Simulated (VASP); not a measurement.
## Run report: Mn, geometry relaxation (part 6 of 6)

Mn (4 atoms in the cell); Kohn-Sham DFT of a periodic cell, PBE, VASP PAW PBE potentials, recommended, no spin polarisation (VASP 6.6.1); cutoff 600 eV, 9×9×2 k-mesh, Gaussian smearing of 0.1 eV. The structure was built on a prototype by a generator; it need not be a known phase. It belongs to a series of runs on one base structure; here: graphite type (P6_3/mmc, No. 194).

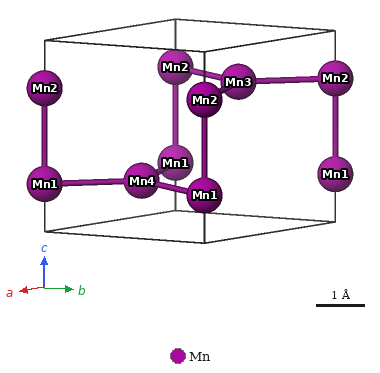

**Figure 1.** The geometry at step 12 of the log (ball-and-stick view of the cell of the calculation, seen at an oblique angle; atoms are numbered from 1 in the order of the input).

## Trajectory as extended XYZ, continued
```
4
Lattice="4.1260 0.0000 0.0000 -2.0630 3.5732 -0.0000 -0.0000 -0.0000 7.7747" Properties=species:S:1:pos:R:3:forces:R:3 step=3 energy=-23.36509
Mn    0.0000    0.0000    1.9437    0.0000   0.0000   0.0000
Mn    0.0000    0.0000    5.8311    0.0000   0.0000   0.0000
Mn    0.0000    2.3821    5.8311    0.0000   0.0000   0.0000
Mn    2.0630    1.1911    1.9437    0.0000   0.0000   0.0000
4
Lattice="3.3962 0.0000 0.0000 -1.6981 2.9412 -0.0000 -0.0000 -0.0000 7.8099" Properties=species:S:1:pos:R:3:forces:R:3 step=4 energy=-25.62512
Mn    0.0000    0.0000    1.9525    0.0000   0.0000   0.0000
Mn    0.0000    0.0000    5.8575    0.0000   0.0000   0.0000
Mn    0.0000    1.9608    5.8575    0.0000   0.0000   0.0000
Mn    1.6981    0.9804    1.9525    0.0000   0.0000   0.0000
4
Lattice="3.6820 0.0000 0.0000 -1.8410 3.1887 -0.0000 -0.0000 -0.0000 7.7962" Properties=species:S:1:pos:R:3:forces:R:3 step=5 energy=-25.89208
Mn    0.0000    0.0000    1.9490    0.0000   0.0000   0.0000
Mn    0.0000    0.0000    5.8471    0.0000   0.0000   0.0000
Mn    0.0000    2.1258    5.8471    0.0000   0.0000   0.0000
Mn    1.8410    1.0629    1.9490    0.0000   0.0000   0.0000
4
Lattice="3.5838 0.0000 0.0000 -1.7919 3.1036 -0.0000 -0.0000 -0.0000 7.8009" Properties=species:S:1:pos:R:3:forces:R:3 step=6 energy=-26.06978
Mn    0.0000    0.0000    1.9502    0.0000   0.0000   0.0000
Mn    0.0000    0.0000    5.8507    0.0000   0.0000   0.0000
Mn    0.0000    2.0691    5.8507    0.0000   0.0000   0.0000
Mn    1.7919    1.0345    1.9502    0.0000   0.0000   0.0000
4
Lattice="3.5574 0.0000 0.0000 -1.7787 3.0808 -0.0000 -0.0000 -0.0000 7.8022" Properties=species:S:1:pos:R:3:forces:R:3 step=7 energy=-26.07825
Mn    0.0000    0.0000    1.9505    0.0000   0.0000   0.0000
Mn    0.0000    0.0000    5.8516    0.0000   0.0000   0.0000
Mn    0.0000    2.0539    5.8516    0.0000   0.0000   0.0000
Mn    1.7787    1.0269    1.9505    0.0000   0.0000   0.0000
4
Lattice="3.5636 0.0000 0.0000 -1.7818 3.0862 -0.0000 -0.0000 -0.0000 7.3023" Properties=species:S:1:pos:R:3:forces:R:3 step=8 energy=-26.58184
Mn    0.0000    0.0000    1.8256    0.0000   0.0000   0.0000
Mn    1.7818    3.0862    5.4767    0.0000   0.0000   0.0000
Mn    0.0000    2.0575    5.4767    0.0000   0.0000   0.0000
Mn    1.7818    1.0287    1.8256    0.0000   0.0000   0.0000
4
Lattice="3.6198 0.0000 0.0000 -1.8099 3.1348 -0.0000 -0.0000 -0.0000 2.8032" Properties=species:S:1:pos:R:3:forces:R:3 step=10 energy=-9.02524
Mn    0.0000    0.0000    0.7008    0.0000   0.0000   0.0000
Mn    1.8099    3.1348    2.1024    0.0000   0.0000   0.0000
Mn    0.0000    2.0899    2.1024    0.0000   0.0000   0.0000
Mn    1.8099    1.0449    0.7008    0.0000   0.0000   0.0000
4
Lattice="3.5867 0.0000 0.0000 -1.7934 3.1062 -0.0000 -0.0000 -0.0000 5.4536" Properties=species:S:1:pos:R:3:forces:R:3 step=11 energy=-30.53282
Mn    0.0000    0.0000    1.3634    0.0000   0.0000   0.0000
Mn    0.0000    0.0000    4.0902    0.0000   0.0000   0.0000
Mn    0.0000    2.0708    4.0902    0.0000   0.0000   0.0000
Mn    1.7934    1.0354    1.3634    0.0000   0.0000   0.0000
4
Lattice="3.6033 0.0000 0.0000 -1.8016 3.1205 -0.0000 -0.0000 -0.0000 4.1284" Properties=species:S:1:pos:R:3:forces:R:3 step=12 energy=-31.73775
Mn    0.0000    0.0000    1.0321    0.0000   0.0000   0.0000
Mn    1.8016    3.1205    3.0963    0.0000   0.0000   0.0000
Mn    0.0000    2.0803    3.0963    0.0000   0.0000   0.0000
Mn    1.8016    1.0402    1.0321    0.0000   0.0000   0.0000
4
Lattice="3.5962 0.0000 0.0000 -1.7981 3.1144 -0.0000 -0.0000 -0.0000 4.6951" Properties=species:S:1:pos:R:3:forces:R:3 step=13 energy=-31.96836
Mn    0.0000    0.0000    1.1738    0.0000   0.0000   0.0000
Mn    0.0000    0.0000    3.5214    0.0000   0.0000   0.0000
Mn    0.0000    2.0763    3.5214    0.0000   0.0000   0.0000
Mn    1.7981    1.0381    1.1738    0.0000   0.0000   0.0000
4
Lattice="3.5985 0.0000 0.0000 -1.7993 3.1164 -0.0000 -0.0000 -0.0000 4.5077" Properties=species:S:1:pos:R:3:forces:R:3 step=14 energy=-32.10283
Mn    0.0000    0.0000    1.1269    0.0000   0.0000   0.0000
Mn    1.7993    3.1164    3.3807    0.0000   0.0000   0.0000
Mn    0.0000    2.0776    3.3807    0.0000   0.0000   0.0000
Mn    1.7993    1.0388    1.1269    0.0000   0.0000   0.0000
4
Lattice="3.5993 0.0000 0.0000 -1.7997 3.1171 -0.0000 -0.0000 -0.0000 4.4418" Properties=species:S:1:pos:R:3:forces:R:3 step=15 energy=-32.10909
Mn    0.0000    0.0000    1.1104    0.0000   0.0000   0.0000
Mn    0.0000    0.0000    3.3313    0.0000   0.0000   0.0000
Mn    0.0000    2.0781    3.3313    0.0000   0.0000   0.0000
Mn    1.7997    1.0390    1.1104    0.0000   0.0000   0.0000
4
Lattice="3.7733 0.0000 0.0000 -1.8867 3.2678 -0.0000 0.0000 0.0000 4.1482" Properties=species:S:1:pos:R:3:forces:R:3 step=16 energy=-32.03002
Mn    0.0000    0.0000    1.0370    0.0000   0.0000   0.0000
Mn   -1.8867    3.2678    3.1111    0.0000   0.0000   0.0000
Mn    0.0000    2.1785    3.1111    0.0000   0.0000   0.0000
Mn    1.8867    1.0893    1.0370    0.0000   0.0000   0.0000
4
Lattice="3.6695 0.0000 0.0000 -1.8348 3.1779 -0.0000 0.0000 0.0000 4.3234" Properties=species:S:1:pos:R:3:forces:R:3 step=17 energy=-32.18515
Mn    0.0000    0.0000    1.0808    0.0000   0.0000   0.0000
Mn    0.0000    0.0000    3.2425    0.0000   0.0000   0.0000
Mn    0.0000    2.1186    3.2425    0.0000   0.0000   0.0000
Mn    1.8348    1.0593    1.0808    0.0000   0.0000   0.0000
4
Lattice="3.7093 0.0000 -0.0000 -1.8546 3.2123 -0.0000 0.0000 0.0000 4.4499" Properties=species:S:1:pos:R:3:forces:R:3 step=18 energy=-32.20450
Mn    0.0000    0.0000    1.1125    0.0000   0.0000   0.0000
Mn    0.0000    0.0000    3.3374    0.0000   0.0000   0.0000
Mn    0.0000    2.1416    3.3374    0.0000   0.0000   0.0000
Mn    1.8546    1.0708    1.1125    0.0000   0.0000   0.0000
4
Lattice="3.6936 0.0000 -0.0000 -1.8468 3.1988 -0.0000 0.0000 0.0000 4.4001" Properties=species:S:1:pos:R:3:forces:R:3 step=19 energy=-32.21730
Mn    0.0000    0.0000    1.1000    0.0000   0.0000   0.0000
Mn    0.0000    0.0000    3.3000    0.0000   0.0000   0.0000
Mn    0.0000    2.1325    3.3000    0.0000   0.0000   0.0000
Mn    1.8468    1.0663    1.1000    0.0000   0.0000   0.0000
```

The run was set up as follows.

## INCAR
```
PREC = Accurate
ENCUT = 600
EDIFF = 1E-7
ISMEAR = 0
SIGMA = 0.1
LREAL = False
LASPH = True
NELM = 100
ALGO = Normal
ISIF = 3
LWAVE = False
LCHARG = False
GGA = PE
IBRION = 2
NSW = 90
EDIFFG = -0.04
```

## KPOINTS
```
Automatic mesh
0
Gamma
  9 9 2
```

## POSCAR
```
Mn
1.0
    2.8767339869      0.0000000000      0.0000000000
   -1.4383669934      2.4913247126      0.0000000000
    0.0000000000      0.0000000000      7.8350072000
Mn
4
Direct
    0.0000000000      0.0000000000      0.2500000000
    0.0000000000      0.0000000000      0.7500000000
    0.3333333333      0.6666666667      0.7500000000
    0.6666666667      0.3333333333      0.2500000000
```

Launched with:
```bash
cat potpaw_PBE.64/Mn_pv/POTCAR > POTCAR
mpirun -np 1 vasp_std > vasp.out
```

## Key numbers

```json
{"quantity": "outcome", "value": "converged"}
{"quantity": "space group (tolerance 0.01 Å)", "value": "P6₃/mmc (194)"}
{"quantity": "electrons treated", "value": "52"}
{"quantity": "free energy", "value": "−32.2173 eV"}
{"quantity": "gap on the k-point mesh", "value": "none (metallic)"}
{"quantity": "pressure", "value": "0.00 GPa"}
{"quantity": "final volume", "value": "51.99 Å³"}
{"quantity": "largest force (length of the vector) at the end", "value": "under 0.001 eV/Å"}
{"quantity": "final cell", "value": "a = 3.694 Å, b = 3.694 Å, c = 4.400 Å, α = 90.00°, β = 90.00°, γ = 120.00°"}
{"quantity": "hardware", "value": "1 thread of Intel Xeon (Granite Rapids), 176 GiB of memory available, shared host"}
{"quantity": "wall time", "value": "10 min"}
{"quantity": "peak memory", "value": "0.21 GiB"}
```

The run has no spin polarisation, so a magnetic state may lie lower. The volume changed by more than 5 % on the plane waves of the start, so the result carries a basis error; a second relaxation from the end is advised.
